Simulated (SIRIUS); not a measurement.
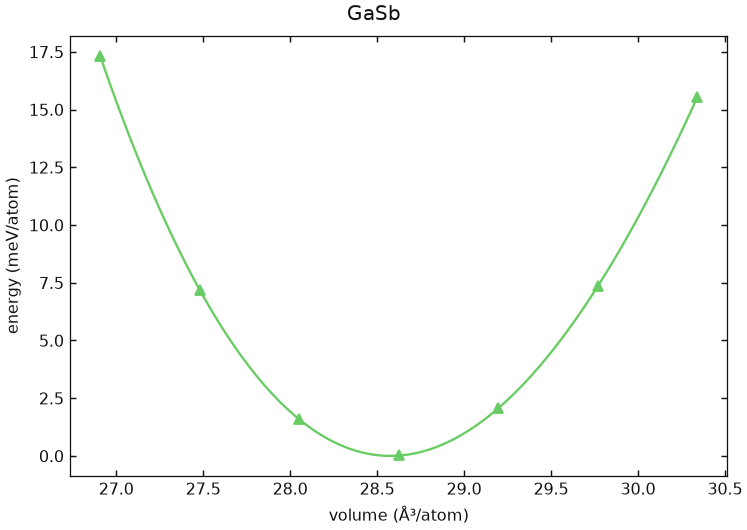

The plot gives the computed energy against volume for GaSb, space group F-43m (No. 216).

The given structure:
```xyz
2
Lattice="0.0000 3.0590 3.0590 3.0590 0.0000 3.0590 3.0590 3.0590 0.0000" Properties=species:S:1:pos:R:3 pbc="T T T"
Sb    4.5885    4.5885    4.5885
Ga    0.0000    0.0000    0.0000
```

Calculation (SIRIUS 7.12.0): plane-wave DFT, no spin polarisation; energies at scaled volumes of the given cell, shape and fractions fixed, counted from the fit's minimum, third-order Birch-Murnaghan fit. Level: PBEsol.

k mesh 8×8×8; occupations Fermi–Dirac; smearing width 0.05 eV; potentials dojo sr pbesol 0.4.1 standard; wave cutoff 1102 eV; density cutoff 4408 eV.

This calculation gives: equilibrium volume 28.58 Å³/atom and bulk modulus 51.0 GPa.

Now Sb is replaced by P on all its sites, which gives GaP in the same structure. How do these quantities change?

The equilibrium volume falls from 28.58 to 20.12 Å³/atom (−30 %) and the bulk modulus rises from 51.0 to 84.6 GPa (+66 %).

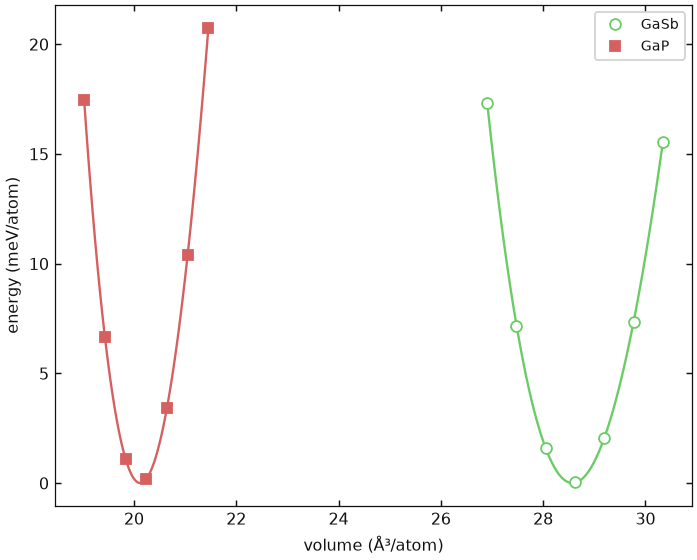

The two results together.

V0 and the bulk modulus come from third-order Birch–Murnaghan fits.
